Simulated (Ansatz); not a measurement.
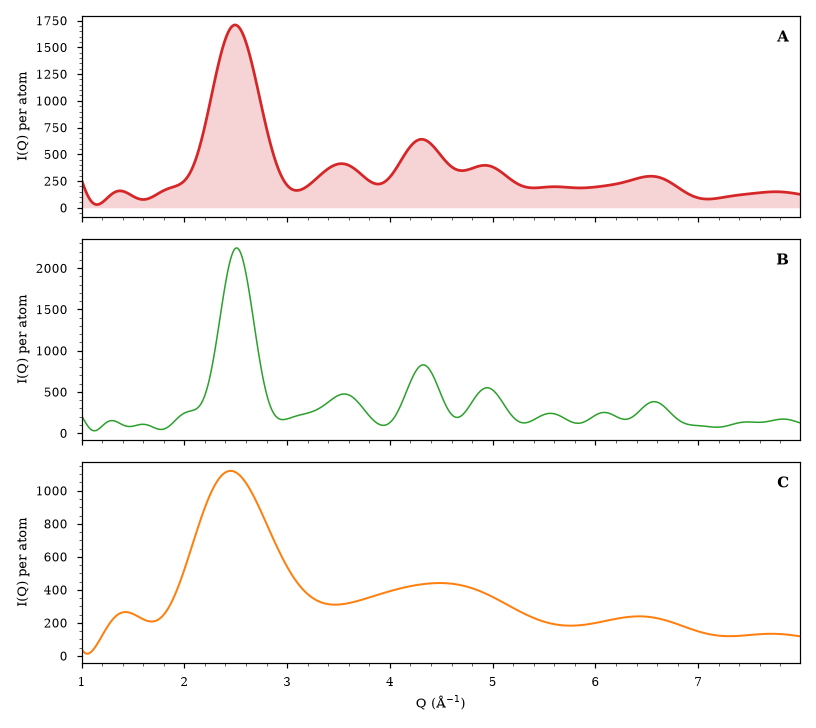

X-ray scattering of spheres cut from the crystal structure of Ge (P6/mmm, a = 5.070 Å, b = 5.070 Å, c = 2.909 Å, α = 90.00°, β = 90.00°, γ = 120.00°), calculated atom by atom with the Debye equation (B = 0.5 Å², no relaxation of the surface). It is based on the input geometry of an electronic-structure calculation (not necessarily at equilibrium); the starting structure was generated, so it need not be a known form of this composition.

Q: The spheres are 10, 14 and 20 Å across. Which curve is which?

A: curve A: 14 Å (59 atoms); curve B: 20 Å (175 atoms); curve C: 10 Å (15 atoms). Peak widths go roughly as 2π/D, so the largest sphere has the sharpest peaks.

Q: Index the main peaks of the largest sphere.

A: Q ≈ 2.51 Å⁻¹: 110 + 101; Q ≈ 3.56 Å⁻¹: 201; Q ≈ 4.32 Å⁻¹: 300 + 211; Q ≈ 4.95 Å⁻¹: 220 + 112; Q ≈ 5.56 Å⁻¹: 311.
